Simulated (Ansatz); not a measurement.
# Iron, bcc under r²SCAN: testing the k-point mesh

How fine must the k-point mesh be for energy and pressure to settle? The geometry was relaxed under r²SCAN beforehand and stays fixed; 8 values are run, from 3×3×3 to 23×23×23. Wanted are the values from which on the energy stays within 10 and 1 meV/atom, and the pressure within 0.5 GPa, of the last run. Within the series other settings stay, but some runs also write fields, which adds to their time. Spin polarisation is left out.

Program: Ansatz 0.2.0. Level of theory: DFT r²SCAN, plane waves with PAW, scalar-relativistic. These are calculated values, not measurements.

### 1 The system as given

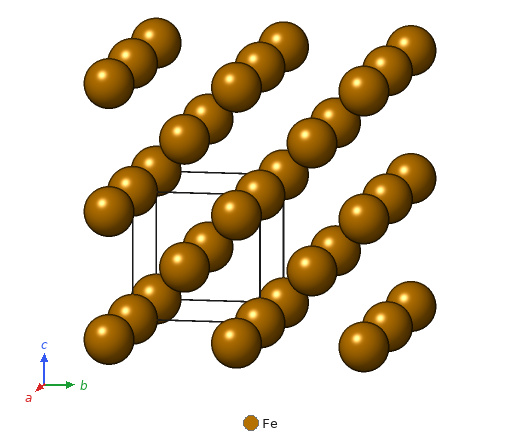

Start, viewed slightly off an axis; iron orange. 2×2×2 conventional cells are drawn; the run uses a primitive one. Any atoms on the faces are drawn again on the opposite ones.

Structure file:

```cif
data_structure
_symmetry_space_group_name_H-M 'Im-3m'
_symmetry_Int_Tables_number 229
_cell_length_a 2.7300
_cell_length_b 2.7300
_cell_length_c 2.7300
_cell_angle_alpha 90.000
_cell_angle_beta 90.000
_cell_angle_gamma 90.000
_cell_volume 20.35
loop_
_atom_site_label
_atom_site_type_symbol
_atom_site_symmetry_multiplicity
_atom_site_Wyckoff_symbol
_atom_site_fract_x
_atom_site_fract_y
_atom_site_fract_z
_atom_site_occupancy
Fe1 Fe 2 a 0.00000 0.00000 0.00000 1
```

### 2 With a k-mesh of 3×3×3

The run at 3×3×3.

Input file input.yaml:

```yaml
crystal:
  lattice:
    - [-1.3650158294, 1.3650158294, 1.3650158294]
    - [1.3650158294, -1.3650158294, 1.3650158294]
    - [1.3650158294, 1.3650158294, -1.3650158294]
  atoms:
    - { symbol: Fe, position: [0.0, 0.0, 0.0] }
hamiltonian:
  xc: r2scan
  pseudopotentials:
    kind: paw
    azcp:
      Fe: "pseudopotentials/Fe.paw.azcp"
basis:
  ecutwfc: 500
  fft_grid_basis: typed
kpoints:
  mp_grid: { grid: [3, 3, 3], shift: [0, 0, 0] }
magnetization:
  spin_polarized: false
scf:
  occupations: { method: fermi_dirac, width: 0.1 }
  lower_state_search: "off"
output:
  stress: true
```

The run is started by

```
$ ansatz run input.yaml --threads 2 --pin off --max-ram 5120MiB --backend cpu --events-out ev --progress --plain --runs-dir out
```

The program printed, shortened:

```text
Warning: RAYON_NUM_THREADS=2 ignored (pool sized by the plan → 2); use --threads N
[...]
Pseudopotentials: kind: paw
Pseudopotential: Fe, paw, valence charge 16, recommended cutoff 500 eV (meta_gga), <dir>
Functional definition: r2SCAN
[...]
Crystal: 1 atoms, lattice volume = 10.174 Å³
Basis set: ecut = 500 eV, 249 PW (Γ), exchange–correlation on 72×72×72 points (64 copies of the dense FFT grid, shifted against one another)
Bands: 12, of which v1, the nominal top of the filled ones, is band 8 counted from 1 (7 counted from 0)
Symmetry: 48 space group operations
Space group: Im-3m (ITA 229), of the structure as read, at distance tolerance 2.2e-5 Å
k-points: 4 of 27
[...]
SCF iter   1: F=-4484.204311 eV  HF=-4484.184322 eV  |F-HF|=2.00e-2  |Δ(HF+E_count)|=         —  Δρ=1.97e-2  dr2=3.01e-2  dr2_τ=3.70e-2  ethr=1.77e-3  ⟨swp⟩=5.0  Hψ=276  notcnv=0
[...]
SCF iter   7: F=-4484.229265 eV  HF=-4484.229265 eV  |F-HF|=2.17e-8  |Δ(HF+E_count)|=   2.00e-7  Δρ=2.33e-5  dr2=2.59e-8  dr2_τ=9.95e-10  ethr=6.25e-10  ⟨swp⟩=3.2  Hψ=211  notcnv=0
[...]
SCF converged after 7 iterations
Free energy (F): -4484.229265 eV
[...]
E sigma→0 (E₀):  -4484.143298 eV
Entropy (-TS):   -0.171934 eV (-171.934 meV/atom)
Fermi energy:    21.052007 eV
[...]
--- Stress (GPa, compression-positive) ---
       20.353062       0.000000      -0.000000
        0.000000      20.353062      -0.000000
        0.000000       0.000000      20.353062
  P = ⅓ Tr σ = 20.3531 GPa (203.531 kbar)
```

Run time: 0.41 s. Hardware: 2 threads of Arm Neoverse V2, shared host; peak memory 0.27 GiB.

### 3 With a k-mesh of 4×4×4

The run at 4×4×4.

Edit input.yaml of step 2 so:

```diff
@@ -17,3 +17,3 @@
 kpoints:
-  mp_grid: { grid: [3, 3, 3], shift: [0, 0, 0] }
+  mp_grid: { grid: [4, 4, 4], shift: [0, 0, 0] }
 magnetization:
@@ -25 +25,5 @@
   stress: true
+  write_density: true
+  write_potential: true
+  elf: true
+  volumetric_format: npy
```

The run is started by

```
$ ansatz run input.yaml --threads 2 --pin off --max-ram 5120MiB --backend cpu --events-out ev --progress --plain --runs-dir out
```

The program printed, shortened:

```text
Warning: RAYON_NUM_THREADS=2 ignored (pool sized by the plan → 2); use --threads N
[...]
[... 3 set-up lines as earlier in the session ...]
[...]
Crystal: 1 atoms, lattice volume = 10.174 Å³
Basis set: ecut = 500 eV, 249 PW (Γ), exchange–correlation on 72×72×72 points (64 copies of the dense FFT grid, shifted against one another)
Bands: 12, of which v1, the nominal top of the filled ones, is band 8 counted from 1 (7 counted from 0)
[... 2 set-up lines as earlier in the session ...]
k-points: 8 of 64
[...]
SCF iter   1: F=-4484.873271 eV  HF=-4484.805085 eV  |F-HF|=6.82e-2  |Δ(HF+E_count)|=         —  Δρ=3.63e-2  dr2=3.05e-2  dr2_τ=5.43e-2  ethr=1.77e-3  ⟨swp⟩=5.2  Hψ=551  notcnv=0
[...]
SCF iter   8: F=-4484.880037 eV  HF=-4484.880037 eV  |F-HF|=3.46e-8  |Δ(HF+E_count)|=   6.23e-7  Δρ=2.89e-5  dr2=6.04e-8  dr2_τ=4.34e-9  ethr=6.25e-10  ⟨swp⟩=7.0  Hψ=672  notcnv=0
[...]
SCF converged after 8 iterations
Free energy (F): -4484.880037 eV
[...]
E sigma→0 (E₀):  -4484.834028 eV
Entropy (-TS):   -0.092017 eV (-92.017 meV/atom)
Fermi energy:    21.236989 eV
[...]
--- Stress (GPa, compression-positive) ---
        0.396603      -0.000000       0.000000
       -0.000000       0.396603       0.000000
        0.000000      -0.000000       0.396603
  P = ⅓ Tr σ = 0.3966 GPa (3.966 kbar)
--- Band table (eV; the first three rows and the last of 8) ---
  k-point 0: bands = ["-69.2555", "-33.5819", "-33.5819", "-33.5819", "11.4488", "19.2256", "19.2256", "19.2256", "21.3870", "21.3870", "47.2523", "47.2523"]
[...]
```

Run time: 0.51 s. Hardware: 2 threads of Arm Neoverse V2, shared host; peak memory 0.27 GiB.

### 4 With a k-mesh of 6×6×6

The run at 6×6×6.

Edit input.yaml of step 3 so:

```diff
@@ -17,3 +17,3 @@
 kpoints:
-  mp_grid: { grid: [4, 4, 4], shift: [0, 0, 0] }
+  mp_grid: { grid: [6, 6, 6], shift: [0, 0, 0] }
 magnetization:
@@ -25,5 +25 @@
   stress: true
-  write_density: true
-  write_potential: true
-  elf: true
-  volumetric_format: npy
```

The run is started by

```
$ ansatz run input.yaml --threads 2 --pin off --max-ram 5120MiB --backend cpu --events-out ev --progress --plain --runs-dir out
```

The program printed, shortened:

```text
Warning: RAYON_NUM_THREADS=2 ignored (pool sized by the plan → 2); use --threads N
[...]
[... 3 set-up lines as earlier in the session ...]
[...]
Crystal: 1 atoms, lattice volume = 10.174 Å³
Basis set: ecut = 500 eV, 249 PW (Γ), exchange–correlation on 72×72×72 points (64 copies of the dense FFT grid, shifted against one another)
Bands: 12, of which v1, the nominal top of the filled ones, is band 8 counted from 1 (7 counted from 0)
[... 2 set-up lines as earlier in the session ...]
k-points: 16 of 216
[...]
SCF iter   1: F=-4484.805857 eV  HF=-4484.758315 eV  |F-HF|=4.75e-2  |Δ(HF+E_count)|=         —  Δρ=5.73e-3  dr2=8.49e-4  dr2_τ=4.53e-2  ethr=1.77e-3  ⟨swp⟩=5.2  Hψ=1105  notcnv=0
[...]
SCF iter   8: F=-4484.810637 eV  HF=-4484.810637 eV  |F-HF|=1.21e-8  |Δ(HF+E_count)|=   8.61e-8  Δρ=1.62e-5  dr2=1.75e-8  dr2_τ=3.43e-10  ethr=6.25e-10  ⟨swp⟩=3.1  Hψ=787  notcnv=0
[...]
SCF converged after 8 iterations
Free energy (F): -4484.810637 eV
[...]
E sigma→0 (E₀):  -4484.758987 eV
Entropy (-TS):   -0.103300 eV (-103.300 meV/atom)
Fermi energy:    21.221437 eV
[...]
--- Stress (GPa, compression-positive) ---
        1.554856      -0.000000       0.000000
       -0.000000       1.554856      -0.000000
       -0.000000      -0.000000       1.554856
  P = ⅓ Tr σ = 1.5549 GPa (15.549 kbar)
```

Wall time 0.51 s (2 threads of Arm Neoverse V2, shared host); peak memory 0.27 GiB.

### 5 With a k-mesh of 8×8×8

The run at 8×8×8.

Edit input.yaml of step 4 so:

```diff
@@ -17,3 +17,3 @@
 kpoints:
-  mp_grid: { grid: [6, 6, 6], shift: [0, 0, 0] }
+  mp_grid: { grid: [8, 8, 8], shift: [0, 0, 0] }
 magnetization:
```

The run is started by

```
$ ansatz run input.yaml --threads 2 --pin off --max-ram 5120MiB --backend cpu --events-out ev --progress --plain --runs-dir out
```

The program printed, shortened:

```text
Warning: RAYON_NUM_THREADS=2 ignored (pool sized by the plan → 2); use --threads N
[...]
[... 3 set-up lines as earlier in the session ...]
[...]
Crystal: 1 atoms, lattice volume = 10.174 Å³
Basis set: ecut = 500 eV, 249 PW (Γ), exchange–correlation on 72×72×72 points (64 copies of the dense FFT grid, shifted against one another)
Bands: 12, of which v1, the nominal top of the filled ones, is band 8 counted from 1 (7 counted from 0)
[... 2 set-up lines as earlier in the session ...]
k-points: 29 of 512
[...]
SCF iter   1: F=-4484.879581 eV  HF=-4484.836244 eV  |F-HF|=4.33e-2  |Δ(HF+E_count)|=         —  Δρ=8.27e-3  dr2=2.96e-3  dr2_τ=4.52e-2  ethr=1.77e-3  ⟨swp⟩=5.1  Hψ=1961  notcnv=0
[...]
SCF iter   8: F=-4484.887101 eV  HF=-4484.887101 eV  |F-HF|=8.19e-11  |Δ(HF+E_count)|=   1.93e-8  Δρ=1.75e-6  dr2=1.83e-10  dr2_τ=5.81e-11  ethr=6.25e-10  ⟨swp⟩=4.2  Hψ=1216  notcnv=0
[...]
SCF converged after 8 iterations
Free energy (F): -4484.887101 eV
[...]
E sigma→0 (E₀):  -4484.840803 eV
Entropy (-TS):   -0.092595 eV (-92.595 meV/atom)
Fermi energy:    21.186742 eV
[...]
--- Stress (GPa, compression-positive) ---
       -0.236773      -0.000000       0.000000
       -0.000000      -0.236773       0.000000
        0.000000       0.000000      -0.236773
  P = ⅓ Tr σ = -0.2368 GPa (-2.368 kbar)
```

It took 0.6 s on 2 threads of Arm Neoverse V2, shared host; peak memory 0.27 GiB.

### 6 With a k-mesh of 10×10×10

The run at 10×10×10.

Edit input.yaml of step 5 so:

```diff
@@ -17,3 +17,3 @@
 kpoints:
-  mp_grid: { grid: [8, 8, 8], shift: [0, 0, 0] }
+  mp_grid: { grid: [10, 10, 10], shift: [0, 0, 0] }
 magnetization:
```

The run is started by

```
$ ansatz run input.yaml --threads 2 --pin off --max-ram 5120MiB --backend cpu --events-out ev --progress --plain --runs-dir out
```

The program printed, shortened:

```text
Warning: RAYON_NUM_THREADS=2 ignored (pool sized by the plan → 2); use --threads N
[...]
[... 3 set-up lines as earlier in the session ...]
[...]
Crystal: 1 atoms, lattice volume = 10.174 Å³
Basis set: ecut = 500 eV, 249 PW (Γ), exchange–correlation on 72×72×72 points (64 copies of the dense FFT grid, shifted against one another)
Bands: 12, of which v1, the nominal top of the filled ones, is band 8 counted from 1 (7 counted from 0)
[... 2 set-up lines as earlier in the session ...]
k-points: 47 of 1000
[...]
SCF iter   1: F=-4484.873140 eV  HF=-4484.830157 eV  |F-HF|=4.30e-2  |Δ(HF+E_count)|=         —  Δρ=1.37e-2  dr2=5.80e-3  dr2_τ=4.54e-2  ethr=1.77e-3  ⟨swp⟩=5.1  Hψ=3182  notcnv=0
[...]
SCF iter   7: F=-4484.882933 eV  HF=-4484.882933 eV  |F-HF|=1.57e-8  |Δ(HF+E_count)|=   1.34e-7  Δρ=1.92e-5  dr2=2.21e-8  dr2_τ=3.57e-10  ethr=6.25e-10  ⟨swp⟩=3.3  Hψ=2357  notcnv=0
[...]
SCF converged after 7 iterations
Free energy (F): -4484.882933 eV
[...]
E sigma→0 (E₀):  -4484.838139 eV
Entropy (-TS):   -0.089588 eV (-89.588 meV/atom)
Fermi energy:    21.144574 eV
[...]
--- Stress (GPa, compression-positive) ---
        0.102115      -0.000000       0.000000
       -0.000000       0.102115       0.000000
       -0.000000       0.000000       0.102115
  P = ⅓ Tr σ = 0.1021 GPa (1.021 kbar)
```

It took 0.7 s on 2 threads of Arm Neoverse V2, shared host; peak memory 0.28 GiB.

### 7 With a k-mesh of 13×13×13

The run at 13×13×13.

Edit input.yaml of step 6 so:

```diff
@@ -17,3 +17,3 @@
 kpoints:
-  mp_grid: { grid: [10, 10, 10], shift: [0, 0, 0] }
+  mp_grid: { grid: [13, 13, 13], shift: [0, 0, 0] }
 magnetization:
@@ -25 +25,5 @@
   stress: true
+  write_density: true
+  write_potential: true
+  elf: true
+  volumetric_format: npy
```

The run is started by

```
$ ansatz run input.yaml --threads 2 --pin off --max-ram 5120MiB --backend cpu --events-out ev --progress --plain --runs-dir out
```

The program printed, shortened:

```text
Warning: RAYON_NUM_THREADS=2 ignored (pool sized by the plan → 2); use --threads N
[...]
[... 3 set-up lines as earlier in the session ...]
[...]
Crystal: 1 atoms, lattice volume = 10.174 Å³
Basis set: ecut = 500 eV, 249 PW (Γ), exchange–correlation on 72×72×72 points (64 copies of the dense FFT grid, shifted against one another)
Bands: 12, of which v1, the nominal top of the filled ones, is band 8 counted from 1 (7 counted from 0)
[... 2 set-up lines as earlier in the session ...]
k-points: 84 of 2197
[...]
SCF iter   1: F=-4484.869584 eV  HF=-4484.828423 eV  |F-HF|=4.12e-2  |Δ(HF+E_count)|=         —  Δρ=1.27e-2  dr2=6.11e-3  dr2_τ=4.50e-2  ethr=1.77e-3  ⟨swp⟩=5.1  Hψ=5626  notcnv=0
[...]
SCF iter   7: F=-4484.880016 eV  HF=-4484.880016 eV  |F-HF|=1.56e-8  |Δ(HF+E_count)|=   1.94e-7  Δρ=1.92e-5  dr2=2.23e-8  dr2_τ=5.72e-10  ethr=6.25e-10  ⟨swp⟩=6.4  Hψ=6534  notcnv=0
[...]
SCF converged after 7 iterations
Free energy (F): -4484.880016 eV
[...]
E sigma→0 (E₀):  -4484.833613 eV
Entropy (-TS):   -0.092806 eV (-92.806 meV/atom)
Fermi energy:    21.145128 eV
[...]
--- Stress (GPa, compression-positive) ---
        0.136073       0.000000       0.000000
        0.000000       0.136073       0.000000
        0.000000       0.000000       0.136073
  P = ⅓ Tr σ = 0.1361 GPa (1.361 kbar)
--- Band table (eV; the first three rows and the last of 84) ---
  k-point 0: bands = ["-69.4759", "-33.7918", "-33.7918", "-33.7918", "11.4206", "19.1153", "19.1153", "19.1153", "21.1504", "21.1504", "47.2624", "47.2624"]
[...]
```

Run time: 1.3 s. Hardware: 2 threads of Arm Neoverse V2, shared host; peak memory 0.29 GiB.

### 8 With a k-mesh of 17×17×17

The run at 17×17×17.

Edit input.yaml of step 7 so:

```diff
@@ -17,3 +17,3 @@
 kpoints:
-  mp_grid: { grid: [13, 13, 13], shift: [0, 0, 0] }
+  mp_grid: { grid: [17, 17, 17], shift: [0, 0, 0] }
 magnetization:
```

The run is started by

```
$ ansatz run input.yaml --threads 2 --pin off --max-ram 5120MiB --backend cpu --events-out ev --progress --plain --runs-dir out
```

The program printed, shortened:

```text
Warning: RAYON_NUM_THREADS=2 ignored (pool sized by the plan → 2); use --threads N
[...]
[... 3 set-up lines as earlier in the session ...]
[...]
Crystal: 1 atoms, lattice volume = 10.174 Å³
Basis set: ecut = 500 eV, 249 PW (Γ), exchange–correlation on 72×72×72 points (64 copies of the dense FFT grid, shifted against one another)
Bands: 12, of which v1, the nominal top of the filled ones, is band 8 counted from 1 (7 counted from 0)
[... 2 set-up lines as earlier in the session ...]
k-points: 165 of 4913
[...]
SCF iter   1: F=-4484.870770 eV  HF=-4484.829490 eV  |F-HF|=4.13e-2  |Δ(HF+E_count)|=         —  Δρ=1.30e-2  dr2=6.21e-3  dr2_τ=4.51e-2  ethr=1.77e-3  ⟨swp⟩=5.1  Hψ=11032  notcnv=0
[...]
SCF iter   7: F=-4484.881155 eV  HF=-4484.881155 eV  |F-HF|=1.33e-8  |Δ(HF+E_count)|=   1.52e-7  Δρ=1.77e-5  dr2=1.89e-8  dr2_τ=4.18e-10  ethr=6.25e-10  ⟨swp⟩=6.3  Hψ=12789  notcnv=0
[...]
SCF converged after 7 iterations
Free energy (F): -4484.881155 eV
[...]
E sigma→0 (E₀):  -4484.835629 eV
Entropy (-TS):   -0.091053 eV (-91.053 meV/atom)
Fermi energy:    21.142526 eV
[...]
--- Stress (GPa, compression-positive) ---
        0.078080       0.000000      -0.000000
        0.000000       0.078080      -0.000000
       -0.000000       0.000000       0.078080
  P = ⅓ Tr σ = 0.0781 GPa (0.781 kbar)
--- Band table (eV; the first three rows and the last of 165) ---
  k-point 0: bands = ["-69.4781", "-33.7939", "-33.7939", "-33.7939", "11.4203", "19.1135", "19.1135", "19.1135", "21.1492", "21.1492", "47.2619", "47.2619"]
[...]
```

Run time: 2 s. Hardware: 2 threads of Arm Neoverse V2, shared host; peak memory 0.31 GiB.

### 9 With a k-mesh of 23×23×23

The run at 23×23×23.

Edit input.yaml of step 8 so:

```diff
@@ -17,3 +17,3 @@
 kpoints:
-  mp_grid: { grid: [17, 17, 17], shift: [0, 0, 0] }
+  mp_grid: { grid: [23, 23, 23], shift: [0, 0, 0] }
 magnetization:
```

The run is started by

```
$ ansatz run input.yaml --threads 2 --pin off --max-ram 5120MiB --backend cpu --events-out ev --progress --plain --runs-dir out
```

The program printed, shortened:

```text
Warning: RAYON_NUM_THREADS=2 ignored (pool sized by the plan → 2); use --threads N
[...]
[... 3 set-up lines as earlier in the session ...]
[...]
Crystal: 1 atoms, lattice volume = 10.174 Å³
Basis set: ecut = 500 eV, 249 PW (Γ), exchange–correlation on 72×72×72 points (64 copies of the dense FFT grid, shifted against one another)
Bands: 12, of which v1, the nominal top of the filled ones, is band 8 counted from 1 (7 counted from 0)
[... 2 set-up lines as earlier in the session ...]
k-points: 364 of 12167
[...]
SCF iter   1: F=-4484.870483 eV  HF=-4484.829562 eV  |F-HF|=4.09e-2  |Δ(HF+E_count)|=         —  Δρ=1.29e-2  dr2=6.34e-3  dr2_τ=4.50e-2  ethr=1.77e-3  ⟨swp⟩=5.1  Hψ=24550  notcnv=0
[...]
SCF iter   7: F=-4484.880977 eV  HF=-4484.880977 eV  |F-HF|=1.23e-8  |Δ(HF+E_count)|=   1.28e-7  Δρ=1.72e-5  dr2=1.77e-8  dr2_τ=3.90e-10  ethr=6.25e-10  ⟨swp⟩=6.3  Hψ=28239  notcnv=0
[...]
SCF converged after 7 iterations
Free energy (F): -4484.880977 eV
[...]
E sigma→0 (E₀):  -4484.835315 eV
Entropy (-TS):   -0.091325 eV (-91.325 meV/atom)
Fermi energy:    21.140801 eV
[...]
--- Stress (GPa, compression-positive) ---
        0.079215      -0.000000       0.000000
        0.000000       0.079215       0.000000
       -0.000000       0.000000       0.079215
  P = ⅓ Tr σ = 0.0792 GPa (0.792 kbar)
--- Band table (eV; the first three rows and the last of 364) ---
  k-point 0: bands = ["-69.4808", "-33.7964", "-33.7964", "-33.7964", "11.4200", "19.1122", "19.1122", "19.1122", "21.1463", "21.1463", "47.2620", "47.2620"]
[...]
```

Run time: 4 s. Hardware: 2 threads of Arm Neoverse V2, shared host; peak memory 0.36 GiB.

### 10 All values side by side

Energies count from the run at 23×23×23.

```
  k-mesh  k-points  E(σ → 0) (meV/atom)  P (GPa)  SCF cycles  CPU time
   3×3×3         4               692.02    20.35           7    0.62 s
   4×4×4         8                 1.29     0.40           8    0.78 s
   6×6×6        16                76.33     1.55           8    0.81 s
   8×8×8        29                -5.49    -0.24           8    0.98 s
10×10×10        47                -2.82     0.10           7     1.2 s
13×13×13        84                 1.70     0.14           7     2.3 s
17×17×17       165                -0.31     0.08           7     3.8 s
23×23×23       364                 0.00     0.08           7     7.6 s
```

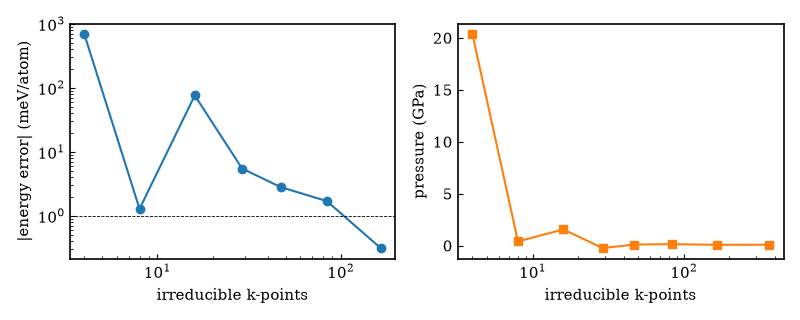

Energy and pressure against the k-point mesh; the dashed line marks 1 meV/atom.

### 11 What came out

```
                                           quantity                        value
      E(σ → 0) stays within 10 meV/atom of 23×23×23                from 8×8×8 on
                   E(σ → 0) stays within 1 meV/atom             from 17×17×17 on
                      pressure stays within 0.5 GPa                from 8×8×8 on
                               pressure at 23×23×23                     0.08 GPa
                    CPU time, dearest over cheapest                           12
energy of a separate run on a finer mesh (26×26×26)  +0.1 meV/atom from 23×23×23
```

What this shows: The far end, 3×3×3, lies +692.0 meV/atom and +20.3 GPa from the yardstick. The error changes sign along the series: k-point sums are not variational. From 17×17×17 on, the energy holds to 1 meV/atom. A Fermi surface needs many points. A run on a finer mesh agrees with the yardstick to 1 meV/atom. The cell taken over is 14 % smaller than the measured one (11.78 Å³/atom, COD), which weighs on all values here.

Real Fe is ferromagnetic; without spin these runs don't describe its ground state.
